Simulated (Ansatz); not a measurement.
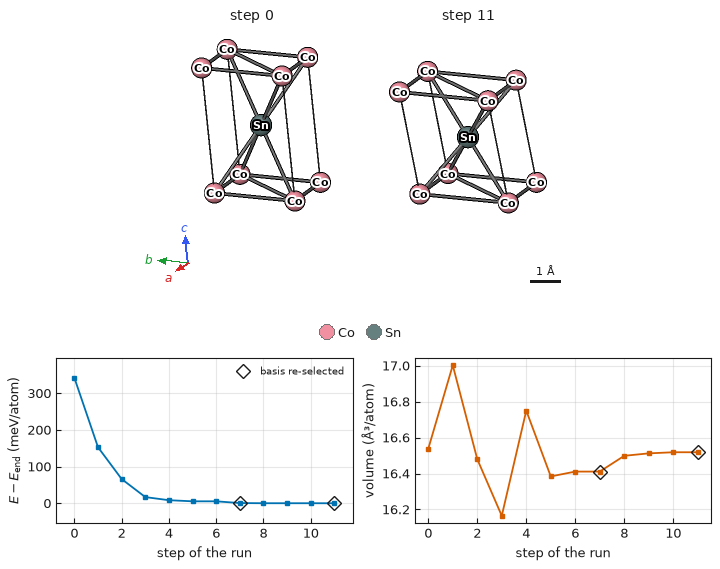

First and last geometry of a relaxation of solid CoSn (built on the CuPt (L1_1) type), with the history of the run. The picture is a ball-and-stick view of the reduced cell, seen slightly off an axis. Lengths and directions refer to the drawn axes.

Level of theory: DFT PBE, scalar-relativistic, plane waves, PAW in Ansatz.

Input file:
```yaml
crystal:
  lattice:
    - [2.0221659649, 2.0221659649, 4.0443319299]
    - [2.0221659649, 4.0443319299, 2.0221659649]
    - [4.0443319299, 2.0221659649, 2.0221659649]
  atoms:
    - { symbol: Co, position: [0.0, 0.0, 0.0], spin: 1.4 }
    - { symbol: Sn, position: [0.5, 0.5, 0.5] }
basis:
  ecutwfc: 420
kpoints:
  mp_grid: { grid: [18, 18, 18] }
hamiltonian:
  xc: pbe
scf:
  occupations: { method: gaussian, width: 0.1 }
output:
  forces: true
  stress: true
  eigenvalues: true
  populations: true
  write_density: true
  write_potential: true
  elf: true
  volumetric_format: npy
magnetization:
  spin_polarized: true
relax:
  adjacent_minimum: "off"
  f_tol: 0.01
  max_steps: 80
  cell: { stress_tol: 0.05 }
```

Launched with:
```bash
ansatz run input.yaml --threads 1 --pin off --max-ram 2560MiB --backend cpu --events-out ev --progress --plain --runs-dir out
```

Question: Did the run converge, and what did it change?

Answer: It converged. After 9 accepted moves (11 points after the start) the energy has fallen by 342 meV per atom. All forces vanish by symmetry, so only the cell relaxes. Pressure: 4.88 GPa at the start and 0.01 GPa at the end. At 2 points the geometry stayed and the basis and grid were re-selected for the new cell (energy shift of 4.8 meV per atom at most each time). The atoms keep their places relative to the cell (all moves are under 0.005 Å). The volume changes by −0.1 %, with a = b 2.860 → 3.147 Å (+10.0 %), c 4.953 → 4.259 Å (−14.0 %), α 73.2° → 68.3°, β 73.2° → 68.3°. Near-neighbour distances that change, for instance: Co1–Co1 2.860 → 3.147 Å, Sn2–Sn2 2.860 → 3.147 Å, Co1–Sn2 2.860 → 2.648 Å. Among the angles between lasting bonds that change: Sn2–Co1–Sn2 120.0° → 107.1°, Sn2–Co1–Sn2 60.0° → 72.9°. The space group stays R-3m (No. 166). The program noted that the starting moments weren't kept.

```json
{"step": "0", "E − E(0), meV/atom": "0.00", "pressure, GPa": "4.88", "volume, Å³/atom": "16.538", "note": ""}
{"step": "1", "E − E(0), meV/atom": "-189.35", "pressure, GPa": "-1.56", "volume, Å³/atom": "17.002", "note": ""}
{"step": "2", "E − E(0), meV/atom": "-276.06", "pressure, GPa": "0.34", "volume, Å³/atom": "16.480", "note": ""}
{"step": "3", "E − E(0), meV/atom": "-325.30", "pressure, GPa": "1.98", "volume, Å³/atom": "16.165", "note": ""}
{"step": "4", "E − E(0), meV/atom": "-333.81", "pressure, GPa": "-2.55", "volume, Å³/atom": "16.750", "note": ""}
{"step": "5", "E − E(0), meV/atom": "-336.83", "pressure, GPa": "0.22", "volume, Å³/atom": "16.384", "note": ""}
{"step": "6", "E − E(0), meV/atom": "-336.83", "pressure, GPa": "0.01", "volume, Å³/atom": "16.411", "note": ""}
{"step": "7", "E − E(0), meV/atom": "-341.62", "pressure, GPa": "0.61", "volume, Å³/atom": "16.411", "note": "same geometry, new basis"}
{"step": "8", "E − E(0), meV/atom": "-342.05", "pressure, GPa": "0.19", "volume, Å³/atom": "16.499", "note": ""}
{"step": "9", "E − E(0), meV/atom": "-342.06", "pressure, GPa": "0.05", "volume, Å³/atom": "16.512", "note": ""}
{"step": "10", "E − E(0), meV/atom": "-342.06", "pressure, GPa": "0.00", "volume, Å³/atom": "16.518", "note": ""}
{"step": "11", "E − E(0), meV/atom": "-342.14", "pressure, GPa": "0.01", "volume, Å³/atom": "16.518", "note": "same geometry, new basis"}
```
